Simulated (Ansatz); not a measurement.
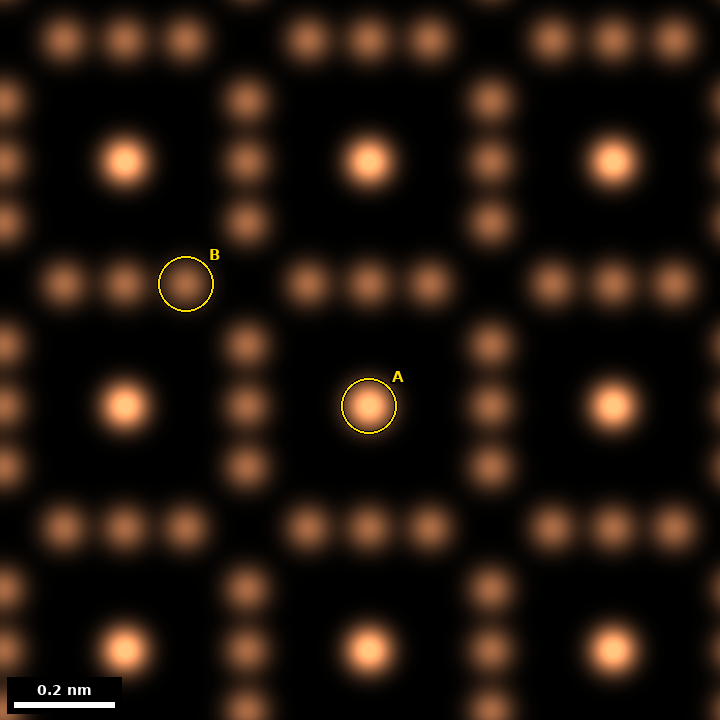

Z-contrast image of Ru (Pm-3n, No. 223) along [001]. The image is simulated as a sum over atoms of Z^1.7, blurred by a 0.74 Å probe (no channelling). Structure used: the geometry relaxed with DFT, revPBE, plane waves (420 eV) with PAW, scalar-relativistic (Ansatz 0.2.0); the starting structure was generated, so it need not be a known form of this composition.

```cif
data_structure
_symmetry_space_group_name_H-M 'P 1'
_symmetry_Int_Tables_number 1
_cell_length_a 4.8638
_cell_length_b 4.8638
_cell_length_c 4.8638
_cell_angle_alpha 90.000
_cell_angle_beta 90.000
_cell_angle_gamma 90.000
_cell_volume 115.06
loop_
_atom_site_label
_atom_site_type_symbol
_atom_site_fract_x
_atom_site_fract_y
_atom_site_fract_z
_atom_site_occupancy
Ru1 Ru 0.00000 0.00000 0.00000 1
Ru2 Ru 0.50000 0.50000 0.50000 1
Ru3 Ru 0.25000 0.00000 0.50000 1
Ru4 Ru 0.75000 0.00000 0.50000 1
Ru5 Ru 0.50000 0.25000 0.00000 1
Ru6 Ru 0.50000 0.75000 0.00000 1
Ru7 Ru 0.00000 0.50000 0.25000 1
Ru8 Ru 0.00000 0.50000 0.75000 1
```

**Assign the marked columns.**

A: Ru (2 Ru per 4.86 Å along the beam; the brightest kind). B: Ru (1 Ru per 4.86 Å along the beam; about 50 % of the brightest peak). Brightness is counted from the darkest point of the image.
